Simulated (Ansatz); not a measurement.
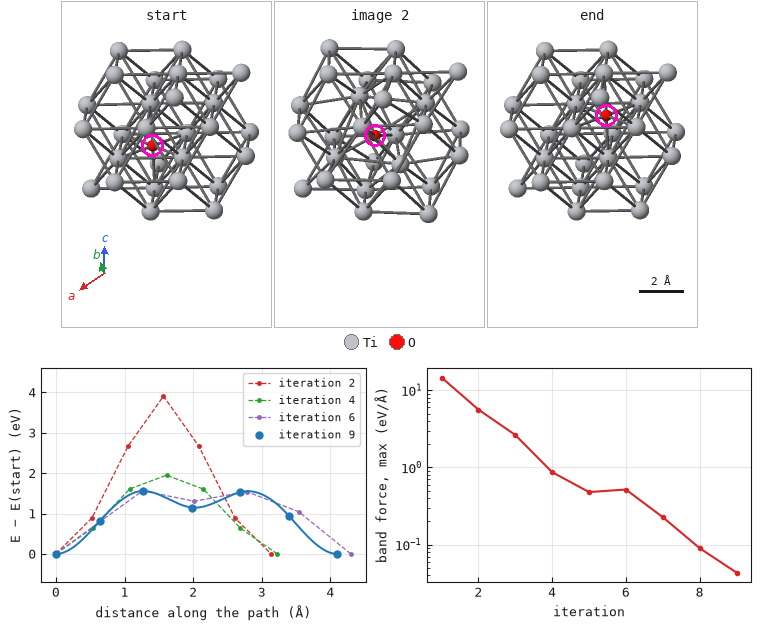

A nudged-elastic-band calculation for a defect cell of composition Ti16O (17 atoms in the cell). Images are numbered from 0 (start) to 6 (end). The plot follows the band through its iterations. The picture is a ball-and-stick view of the atoms within 5.1 Å of the middle of the path, seen from a free direction. The moving atom is ringed, with any periodic copies. Bonds to atoms that aren't drawn are left out.

The calculation used Ansatz, DFT PBE, scalar-relativistic, plane waves, PAW. Settings: plane-wave cutoff 420 eV; k-point mesh 4 × 4 × 4; Gaussian smearing 0.1 eV; 5 movable images; climbing image.

**Judge this run.**

The run is converged, with reservations. The band converged in 9 iterations. The largest component of the band force went from 15 to 0.043 eV/Å. The climbing image converged on the top of the path. Its curvatures weren't checked. The first iteration put the highest image at 8.39 eV. The barrier is about 1.56 eV in both directions, with image 2 at the top; the ends have the same energy. The profile has 2 maxima (images 2, 4) with a dip at image 3 (+1.15 eV), so the process runs in steps.

Limits of the set-up: the periodic images lie only 7.1 Å apart, so the values are limited by the cell's size.
